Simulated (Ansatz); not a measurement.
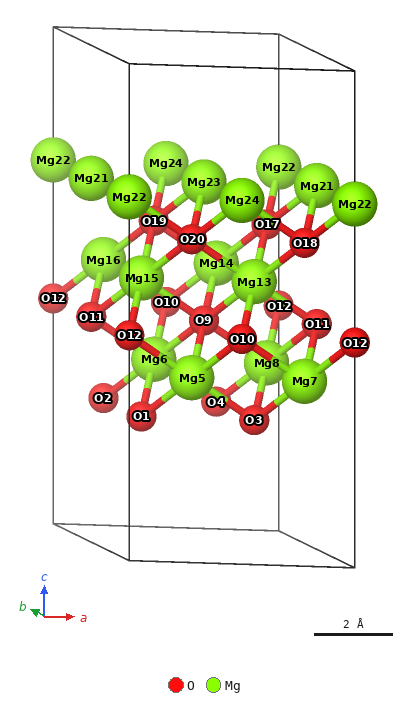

*The starting structure (ball-and-stick view of the cell of the calculation, with the vacuum cut short, seen slightly off an axis; atoms are numbered from 1 in the order of the input). An atom can appear more than once, as a periodic image.*

MgO: geometry relaxation (part 1 of 4)

The run: geometry relaxation of MgO (slab, 24 atoms in the cell). Method and program: DFT PBE+D3(BJ), scalar-relativistic, plane waves, PAW, no spin polarisation (Ansatz 0.2.0).

The structure derives from an entry of the Crystallography Open Database. The input holds or restrains some coordinates. Forces given for the steps count only the free coordinates. It belongs to a series of runs on one base structure; here: clean slab, lower planes held. Figures and captions count atoms from 1; the log counts them from 0 in places.

### Output
```
Engine: ansatz 0.2.0, x86_64-unknown-linux-gnu
Pseudopotentials: kind: paw
Pseudopotential: O, paw, valence charge 6, recommended cutoff 420 eV (normal), O.paw.azcp
Pseudopotential: Mg, paw, valence charge 10, recommended cutoff 420 eV (normal), Mg.paw.azcp
Functional definition: PBE
  parameter kappa = 0.804
  parameter beta = 0.06672455060314922
  exchange = pbe_x(kappa = kappa, mu = beta*pi^2/3)
  correlation = pbe_c(beta = beta)
Crystal: 24 atoms, lattice volume = 676.896 Å³
Basis set: ecut = 420 eV, 13201 PW (Γ), exchange–correlation on 80×80×300 points (8 copies of the dense FFT grid, shifted against one another)
Bands: 120, of which v1, the nominal top of the filled ones, is band 96 counted from 1 (95 counted from 0)
Symmetry: 24 space group operations
Space group: P3m1 (ITA 156), of the structure as read, at distance tolerance 8.8e-5 Å
k-points: 3 of 9 (time reversal used)
Non-local potential: O, projectors of the file, l = 0: 2, l = 1: 2, l = 2: 1
Non-local potential: Mg, projectors of the file, l = 0: 3, l = 1: 2, l = 2: 1
PAW form: soft (Blöchl's): semilocal exchange-correlation on the pseudo side does not see the compensation charge
PAW one-centre angular grid: O, 110 points (default); XC on 64 Gauss nodes
PAW one-centre angular grid: Mg, 110 points (default); XC on 64 Gauss nodes
Initial density: superposition of atomic densities (neutral atoms: chi_scale 0, normalization atom), corrected by the library's trained network
Initial wavefunctions: pseudopotential atomic-orbital guess
Functional: x = pbe(κ = 0.804, μ = 0.2195149727645171), c = pbe(β = 0.06672455060314922)
SCF iter   1: F=—  HF=-29912.987588 eV  |F-HF|=—  |Δ(HF+E_count)|=         —  Δρ=1.38e-2  dr2=1.82e1  ethr=1.77e-3  p=0.822 e·Å  D=2.20e-1 V/Å  ΔV_dip=-4.85 eV  dr2_dipole=8.79e0  V_vac-E_F(+/−)=4.91/9.75 eV  ⟨swp⟩=9.7  Hψ=1815  notcnv=0  defer=42
efield: sawtooth ramp at fractional position 0.9800 (placed from the atoms, in the widest stretch of the axis that holds none; the zero of the levels goes with the place), width 0.0400; the density the first Hamiltonian is built on has a dipole p = 0.822 e·Å; the dipole correction subtracts the counter field D = 2.20e-1 V/Å, which shifts the + side's vacuum level by -4.85 eV against the − side's; the planar-averaged density in the ramp window peaks in size at 3.4e-5 e/Å³
preconditioner: auto → LDOS  [insulator: Δε(μ)=0.256 eV  Ē_g=12.883 eV  σ=0.050 eV  W_gap=0.55  n_scr=122 (ndim 8)  ℏωp=14.0 eV  f_vac=0.577  D(μ)=29.40/eV (n_scr^D=252)  ε∞_Penn≈2.2  β→1.0]
SCF iter   2: F=—  HF=-29912.686548 eV  |F-HF|=—  |Δ(HF+E_count)|=   3.01e-1  Δρ=8.66e-3  dr2=5.72e0  ethr=1.77e-3  p=0.864 e·Å  D=2.31e-1 V/Å  ΔV_dip=-5.10 eV  dr2_dipole=2.78e0  V_vac-E_F(+/−)=4.90/10.00 eV  ⟨swp⟩=2.0  Hψ=436  notcnv=0  defer=46
SCF iter   3: F=—  HF=-29912.970276 eV  |F-HF|=—  |Δ(HF+E_count)|=   2.84e-1  Δρ=8.72e-3  dr2=5.55e0  ethr=1.77e-3  p=1.061 e·Å  D=2.84e-1 V/Å  ΔV_dip=-6.26 eV  dr2_dipole=2.84e0  V_vac-E_F(+/−)=3.86/10.12 eV  ⟨swp⟩=2.3  Hψ=346  notcnv=0  defer=46
SCF iter   4: F=—  HF=-29912.730503 eV  |F-HF|=—  |Δ(HF+E_count)|=   2.40e-1  Δρ=8.69e-3  dr2=5.08e0  ethr=1.77e-3  p=0.958 e·Å  D=2.56e-1 V/Å  ΔV_dip=-5.65 eV  dr2_dipole=2.45e0  V_vac-E_F(+/−)=4.44/10.10 eV  ⟨swp⟩=1.7  Hψ=417  notcnv=0  defer=46
SCF iter   5: F=—  HF=-29912.609038 eV  |F-HF|=—  |Δ(HF+E_count)|=   1.21e-1  Δρ=6.90e-3  dr2=3.17e0  ethr=1.77e-3  p=0.925 e·Å  D=2.47e-1 V/Å  ΔV_dip=-5.46 eV  dr2_dipole=1.53e0  V_vac-E_F(+/−)=4.62/10.08 eV  ⟨swp⟩=1.0  Hψ=314  notcnv=0  defer=46
SCF iter   6: F=—  HF=-29912.630526 eV  |F-HF|=—  |Δ(HF+E_count)|=   2.15e-2  Δρ=8.10e-3  dr2=4.46e0  ethr=1.65e-3  p=0.937 e·Å  D=2.51e-1 V/Å  ΔV_dip=-5.53 eV  dr2_dipole=2.16e0  V_vac-E_F(+/−)=4.55/10.08 eV  ⟨swp⟩=1.3  Hψ=315  notcnv=0  defer=46
SCF iter   7: F=—  HF=-29912.652271 eV  |F-HF|=—  |Δ(HF+E_count)|=   2.17e-2  Δρ=7.95e-3  dr2=4.66e0  ethr=1.65e-3  p=0.940 e·Å  D=2.51e-1 V/Å  ΔV_dip=-5.54 eV  dr2_dipole=2.28e0  V_vac-E_F(+/−)=4.55/10.10 eV  ⟨swp⟩=1.7  Hψ=379  notcnv=0  defer=46
SCF iter   8: F=—  HF=-29912.677386 eV  |F-HF|=—  |Δ(HF+E_count)|=   2.51e-2  Δρ=8.29e-3  dr2=4.89e0  ethr=1.65e-3  p=0.942 e·Å  D=2.52e-1 V/Å  ΔV_dip=-5.56 eV  dr2_dipole=2.37e0  V_vac-E_F(+/−)=4.54/10.09 eV  ⟨swp⟩=1.7  Hψ=386  notcnv=0  defer=46
SCF iter   9: F=—  HF=-29912.734610 eV  |F-HF|=—  |Δ(HF+E_count)|=   5.72e-2  Δρ=8.22e-3  dr2=5.04e0  ethr=1.65e-3  p=0.959 e·Å  D=2.56e-1 V/Å  ΔV_dip=-5.66 eV  dr2_dipole=2.45e0  V_vac-E_F(+/−)=4.44/10.10 eV  ⟨swp⟩=1.7  Hψ=316  notcnv=0  defer=46
SCF iter  10: F=—  HF=-29912.700025 eV  |F-HF|=—  |Δ(HF+E_count)|=   3.46e-2  Δρ=8.25e-3  dr2=4.96e0  ethr=1.65e-3  p=0.951 e·Å  D=2.54e-1 V/Å  ΔV_dip=-5.61 eV  dr2_dipole=2.40e0  V_vac-E_F(+/−)=4.48/10.10 eV  ⟨swp⟩=1.7  Hψ=334  notcnv=0  defer=46
SCF iter  11: F=—  HF=-29912.688063 eV  |F-HF|=—  |Δ(HF+E_count)|=   1.20e-2  Δρ=8.42e-3  dr2=4.95e0  ethr=1.65e-3  p=0.946 e·Å  D=2.53e-1 V/Å  ΔV_dip=-5.58 eV  dr2_dipole=2.40e0  V_vac-E_F(+/−)=4.49/10.07 eV  ⟨swp⟩=1.7  Hψ=319  notcnv=0  defer=46
SCF iter  12: F=—  HF=-29912.606880 eV  |F-HF|=—  |Δ(HF+E_count)|=   8.12e-2  Δρ=6.71e-3  dr2=2.97e0  ethr=1.65e-3  p=0.920 e·Å  D=2.46e-1 V/Å  ΔV_dip=-5.43 eV  dr2_dipole=1.43e0  V_vac-E_F(+/−)=4.64/10.07 eV  ⟨swp⟩=1.7  Hψ=360  notcnv=0  defer=46
SCF iter  13: F=—  HF=-29912.602531 eV  |F-HF|=—  |Δ(HF+E_count)|=   4.35e-3  Δρ=5.34e-3  dr2=2.31e0  ethr=1.55e-3  p=0.890 e·Å  D=2.38e-1 V/Å  ΔV_dip=-5.25 eV  dr2_dipole=1.14e0  V_vac-E_F(+/−)=4.78/10.03 eV  ⟨swp⟩=1.7  Hψ=483  notcnv=0  defer=46
SCF iter  14: F=—  HF=-29912.582943 eV  |F-HF|=—  |Δ(HF+E_count)|=   1.96e-2  Δρ=1.06e-3  dr2=3.43e-2  ethr=1.21e-3  p=0.906 e·Å  D=2.42e-1 V/Å  ΔV_dip=-5.35 eV  dr2_dipole=1.42e-2  V_vac-E_F(+/−)=4.72/10.06 eV  ⟨swp⟩=1.7  Hψ=319  notcnv=0  defer=46
SCF iter  15: F=—  HF=-29912.585463 eV  |F-HF|=—  |Δ(HF+E_count)|=   2.52e-3  Δρ=3.29e-3  dr2=6.90e-1  ethr=1.79e-5  p=0.912 e·Å  D=2.44e-1 V/Å  ΔV_dip=-5.38 eV  dr2_dipole=3.29e-1  V_vac-E_F(+/−)=4.69/10.07 eV  ⟨swp⟩=2.0  Hψ=362  notcnv=0  defer=46
SCF iter  16: F=—  HF=-29912.583364 eV  |F-HF|=—  |Δ(HF+E_count)|=   2.10e-3  Δρ=2.30e-3  dr2=3.31e-1  ethr=1.79e-5  p=0.911 e·Å  D=2.43e-1 V/Å  ΔV_dip=-5.37 eV  dr2_dipole=1.57e-1  V_vac-E_F(+/−)=4.69/10.06 eV  ⟨swp⟩=1.0  Hψ=314  notcnv=0  defer=46
SCF iter  17: F=—  HF=-29912.581858 eV  |F-HF|=—  |Δ(HF+E_count)|=   1.51e-3  Δρ=1.09e-3  dr2=7.63e-2  ethr=1.79e-5  p=0.910 e·Å  D=2.43e-1 V/Å  ΔV_dip=-5.37 eV  dr2_dipole=3.64e-2  V_vac-E_F(+/−)=4.69/10.06 eV  ⟨swp⟩=1.3  Hψ=315  notcnv=0  defer=46
SCF iter  18: F=—  HF=-29912.581591 eV  |F-HF|=—  |Δ(HF+E_count)|=   2.66e-4  Δρ=5.43e-4  dr2=2.26e-2  ethr=1.79e-5  p=0.908 e·Å  D=2.43e-1 V/Å  ΔV_dip=-5.36 eV  dr2_dipole=1.10e-2  V_vac-E_F(+/−)=4.69/10.05 eV  ⟨swp⟩=1.0  Hψ=314  notcnv=0  defer=46
SCF iter  19: F=—  HF=-29912.581444 eV  |F-HF|=—  |Δ(HF+E_count)|=   1.47e-4  Δρ=4.22e-5  dr2=1.86e-5  ethr=1.18e-5  p=0.909 e·Å  D=2.43e-1 V/Å  ΔV_dip=-5.36 eV  dr2_dipole=5.52e-6  V_vac-E_F(+/−)=4.69/10.06 eV  ⟨swp⟩=1.7  Hψ=339  notcnv=0  defer=46
SCF iter  20: F=—  HF=-29912.581685 eV  |F-HF|=—  |Δ(HF+E_count)|=   2.41e-4  Δρ=4.97e-5  dr2=1.56e-4  ethr=9.66e-9  p=0.909 e·Å  D=2.43e-1 V/Å  ΔV_dip=-5.36 eV  dr2_dipole=7.67e-5  V_vac-E_F(+/−)=4.69/10.06 eV  ⟨swp⟩=31.3  Hψ=4448  notcnv=0
SCF iter  21: F=-29912.581657 eV  HF=-29912.581686 eV  |F-HF|=2.86e-5  |Δ(HF+E_count)|=   8.10e-7  Δρ=1.89e-5  dr2=1.98e-5  ethr=9.66e-9  p=0.909 e·Å  D=2.43e-1 V/Å  ΔV_dip=-5.36 eV  dr2_dipole=9.72e-6  V_vac-E_F(+/−)=4.69/10.05 eV  ⟨swp⟩=16.0  Hψ=3006  notcnv=0
SCF 1 converged in 21 iterations: F = -29912.581657 eV  dr2 = 1.98e-5
  greatest PAW one-centre occupation: 1.000 electrons in one spin orbital (limit 2), on the Mg atom at site 15 (counted from 0), in its partial waves of l = 0
relax step   1: F+E_penalty+E_count = -29912.58165738 eV  Δ(F+E_penalty+E_count) = +0.000e0 eV  max|allowed force component| = 1.467e0 eV/Å  Δτ_max = 0.0000 Å  (21 SCF iters, dr2 threshold 2.25e-5 eV, accepted)
Initial density: handed on by an earlier stage of this run
Initial wavefunctions: those handed on with the density
iter 1 solved again at ethr=2.96e-4 eV; its pass at ethr=3.10e-3 eV (dr2=5.68e-1 eV) is discarded
SCF iter   1: F=—  HF=-29912.795269 eV  |F-HF|=—  |Δ(HF+E_count)|=         —  Δρ=3.47e-3  dr2=5.65e-1  ethr=2.96e-4  p=0.909 e·Å  D=2.43e-1 V/Å  ΔV_dip=-5.36 eV  dr2_dipole=2.62e-1  V_vac-E_F(+/−)=4.68/10.04 eV  ⟨swp⟩=1.7  Hψ=941  notcnv=0  defer=46
efield: sawtooth ramp at fractional position 0.9800 (handed on by an earlier solve), width 0.0400; the density the first Hamiltonian is built on has a dipole p = 0.909 e·Å; the dipole correction subtracts the counter field D = 2.43e-1 V/Å, which shifts the + side's vacuum level by -5.36 eV against the − side's; the planar-averaged density in the ramp window peaks in size at 7.7e-6 e/Å³
preconditioner: auto → LDOS  [insulator: Δε(μ)=0.066 eV  Ē_g=12.523 eV  σ=0.050 eV  W_gap=0.63  n_scr=122 (ndim 8)  ℏωp=14.0 eV  f_vac=0.578  D(μ)=25.85/eV (n_scr^D=228)  ε∞_Penn≈2.2  β→1.0]
SCF iter   2: F=—  HF=-29912.783168 eV  |F-HF|=—  |Δ(HF+E_count)|=   1.21e-2  Δρ=1.76e-3  dr2=1.37e-1  ethr=2.94e-4  p=0.916 e·Å  D=2.45e-1 V/Å  ΔV_dip=-5.40 eV  dr2_dipole=6.23e-2  V_vac-E_F(+/−)=4.65/10.06 eV  ⟨swp⟩=2.0  Hψ=331  notcnv=0  defer=46
SCF iter   3: F=—  HF=-29912.785535 eV  |F-HF|=—  |Δ(HF+E_count)|=   2.37e-3  Δρ=1.34e-3  dr2=6.49e-2  ethr=7.15e-5  p=0.918 e·Å  D=2.45e-1 V/Å  ΔV_dip=-5.42 eV  dr2_dipole=2.86e-2  V_vac-E_F(+/−)=4.65/10.06 eV  ⟨swp⟩=2.0  Hψ=429  notcnv=0  defer=46
SCF iter   4: F=—  HF=-29912.784043 eV  |F-HF|=—  |Δ(HF+E_count)|=   1.49e-3  Δρ=2.17e-4  dr2=3.45e-3  ethr=3.38e-5  p=0.918 e·Å  D=2.45e-1 V/Å  ΔV_dip=-5.41 eV  dr2_dipole=1.61e-3  V_vac-E_F(+/−)=4.65/10.06 eV  ⟨swp⟩=2.3  Hψ=403  notcnv=0  defer=46
SCF iter   5: F=—  HF=-29912.783969 eV  |F-HF|=—  |Δ(HF+E_count)|=   7.38e-5  Δρ=1.09e-4  dr2=9.50e-5  ethr=5.21e-8  p=0.918 e·Å  D=2.45e-1 V/Å  ΔV_dip=-5.41 eV  dr2_dipole=1.15e-6  V_vac-E_F(+/−)=4.65/10.07 eV  ⟨swp⟩=26.3  Hψ=4404  notcnv=0
SCF iter   6: F=-29912.783994 eV  HF=-29912.783989 eV  |F-HF|=5.53e-6  |Δ(HF+E_count)|=   2.00e-5  Δρ=6.54e-5  dr2=2.82e-5  ethr=4.95e-8  p=0.917 e·Å  D=2.45e-1 V/Å  ΔV_dip=-5.41 eV  dr2_dipole=3.13e-7  V_vac-E_F(+/−)=4.65/10.07 eV  ⟨swp⟩=20.0  Hψ=3848  notcnv=0
SCF 2 converged in 6 iterations: F = -29912.783994 eV  dr2 = 2.82e-5
relax step   2: F+E_penalty+E_count = -29912.78399434 eV  Δ(F+E_penalty+E_count) = -2.023e-1 eV  max|allowed force component| = 8.366e-1 eV/Å  Δτ_max = 0.0367 Å  (6 SCF iters, dr2 threshold 1.00e-4 eV, accepted)
iter 1 solved again at ethr=1.33e-3 eV; its pass at ethr=3.10e-3 eV (dr2=2.55e0 eV) is discarded
```
